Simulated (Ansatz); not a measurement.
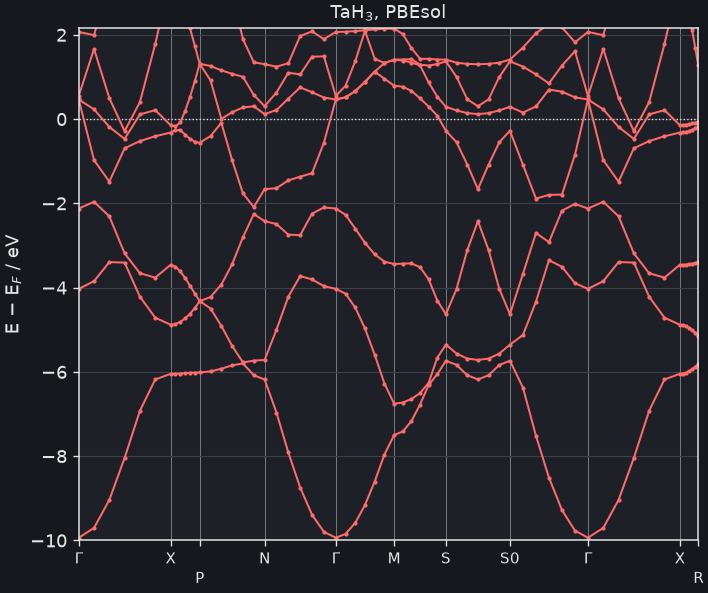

Write a caption that states what the plot shows.

Band structure of TaH3, space group I4/mmm, 4 atoms in the cell, a structure borrowed from another compound. Ansatz; DFT with PBEsol, PAW plane waves, no spin polarisation, 11×11×11 k mesh, 420 eV cutoff. Energies are counted from the Fermi level. The path runs straight from each named point to the next. The path has few k points, so lines between them are rough.

A metal: bands cross the Fermi level along this path. At S the nearest levels lie 0.28 eV below and 0.29 eV above the Fermi level.

The structure was built from a prototype or by substitution, so it need not be a known phase. The cell is at −33 GPa in this functional. Spin-orbit coupling is left out, which matters for Ta.
